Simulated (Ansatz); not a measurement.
Ag: several calculations on one system

## 1. Relaxation

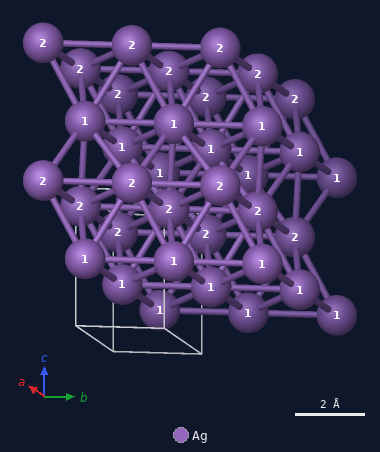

A crystal of Ag (set up in P6_3/mmc), before the relaxation. The picture is a ball-and-stick view of the cell of the calculation, repeated 3 × 3 × 2 with one cell outlined, seen from a free direction.

Case: relaxed at 90 GPa.

Theory: DFT r2SCAN, scalar-relativistic, plane waves, PAW (Ansatz).

The input:
```yaml
crystal:
  lattice:
    - [2.6064570254, 0.0, 0.0]
    - [-1.3032285127, 2.2572579978, 0.0]
    - [0.0, 0.0, 4.2581709279]
  atoms:
    - { symbol: Ag, position: [0.3333333333, 0.6666666667, 0.25] }
    - { symbol: Ag, position: [0.6666666667, 0.3333333333, 0.75] }
basis:
  ecutwfc: 500
kpoints:
  mp_grid: { grid: [18, 18, 10] }
hamiltonian:
  xc: r2scan
scf:
  occupations: { method: gaussian, width: 0.1 }
output:
  forces: true
  stress: true
  eigenvalues: true
  write_density: true
  write_potential: true
  elf: true
  volumetric_format: npy
relax:
  adjacent_minimum: "off"
  f_tol: 0.008
  max_steps: 50
  cell: { stress_tol: 0.08, p_target: 90.0 }
```

Run as
```bash
ansatz run input.yaml --threads 1 --pin off --max-ram 2560MiB --backend cpu --events-out ev --progress --plain --runs-dir out
```

Q: What does the optimiser find from here?

A: After 2 accepted moves (4 points after the start) the energy has risen by 0.189 eV per cell of the calculation. With the target pressure of 90 GPa, the enthalpy E + pV changes by −7.8 meV per cell of the calculation. All forces vanish by symmetry, so only the cell relaxes. The pressure goes from 82.95 to 89.99 GPa. The line search rejected the trial step at point 1 of the run. The SCF was repeated once at an unchanged geometry on a basis and grid sized afresh for the cell, which shifted the energy by 0.3 meV per cell of the calculation at most. The atoms keep their places relative to the cell (all moves are under 0.005 Å). Cell: a = b 2.606 → 2.594 Å (−0.5 %), c 4.258 → 4.239 Å (−0.5 %). Volume −1.4 %. Among the contacts that change: Ag1–Ag1 2.606 → 2.594 Å, Ag1–Ag2 2.607 → 2.595 Å. The space group stays P6_3/mmc (No. 194).

## 2. Relaxation

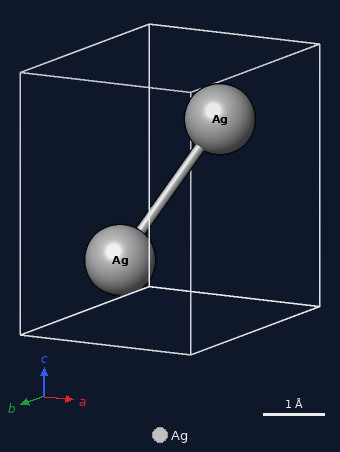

Starting structure of solid Ag (set up in P6_3/mmc). Style: ball-and-stick. Shown: the cell of the calculation, from a free direction.

Theory: DFT r2SCAN, scalar-relativistic, plane waves, PAW in Ansatz 0.2.0.

Input file:
```yaml
crystal:
  lattice:
    - [2.9222991408, 0.0, 0.0]
    - [-1.4611495704, 2.5307852934, 0.0]
    - [0.0, 0.0, 4.70166181]
  atoms:
    - { symbol: Ag, position: [0.33333333, 0.66666667, 0.25] }
    - { symbol: Ag, position: [0.66666667, 0.33333333, 0.75] }
basis:
  ecutwfc: 500
kpoints:
  mp_grid: { grid: [18, 18, 10] }
hamiltonian:
  xc: r2scan
scf:
  occupations: { method: gaussian, width: 0.1 }
output:
  forces: true
  stress: true
  eigenvalues: true
relax:
  adjacent_minimum: "off"
  f_tol: 0.005
  max_steps: 80
  cell: { stress_tol: 0.05 }
```

Run as
```bash
ansatz run input.yaml --threads 1 --pin off --max-ram 2560MiB --backend cpu --events-out ev --progress --plain --runs-dir out
```

**What does the optimiser find from here?**

The atoms keep their places relative to the cell (all moves are under 0.005 Å). The volume changes by −0.3 %, with a = b 2.922 → 2.904 Å (−0.6 %), c 4.702 → 4.748 Å (+1.0 %). Near-neighbour distances that change, for instance: Ag1–Ag1 2.922 → 2.904 Å, Ag1–Ag2 2.894 → 2.906 Å. The space group stays P6_3/mmc (No. 194). After 3 accepted moves (4 points after the start) the energy has fallen by 0.8 meV per atom. All forces vanish by symmetry, so only the cell relaxes. Pressure: −0.28 GPa at the start and 0.00 GPa at the end. The SCF was repeated once at an unchanged geometry on a basis and grid sized afresh for the cell, which shifted the energy by less than 0.05 meV per atom at most. The run took 2.4 min on 1 thread of Intel(R) Xeon(R) Processor @ 2.50GHz (Skylake/Cascade Lake), on a shared host, peak memory 0.57 GiB.

After the run, drawn alike:

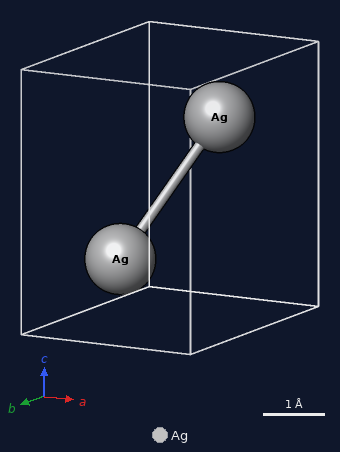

## 3. Series

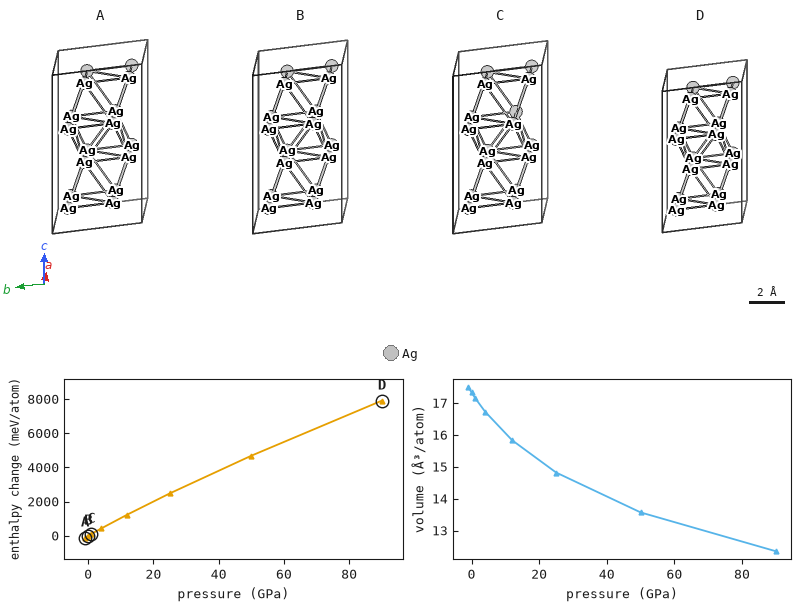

Members of a series of calculations on crystalline Ag (set up in P6_3/mmc), marked on the first curve. A ball-and-stick model of the cell of the calculation, repeated to show the pattern, seen from a free direction.

All numbers below come from DFT r2SCAN, scalar-relativistic, plane waves, PAW (Ansatz 0.2.0). (plane-wave cutoff 500 eV; k-point mesh 18 × 18 × 10; occupations gaussian; smearing width 0.1 eV; no spin polarisation)

> Describe the series.

The structure is relaxed at several pressures. A (pressure −1.0 GPa): enthalpy change −109 meV/atom, volume 17.50 Å³ per atom. B (pressure 0.0 GPa): enthalpy change 0.0 meV/atom, volume 17.33 Å³ per atom. C (pressure 1.0 GPa): enthalpy change 108 meV/atom, volume 17.16 Å³ per atom. D (pressure 90.0 GPa): enthalpy change 7907 meV/atom, volume 12.35 Å³ per atom. The rest compares A with D. Cell: a = b 5.826 → 5.188 Å (−11.0 %), c 9.526 → 8.478 Å (−11.0 %). Volume −29.4 %. Near-neighbour distances before and after: Ag–Ag 2.914 → 2.594 Å.
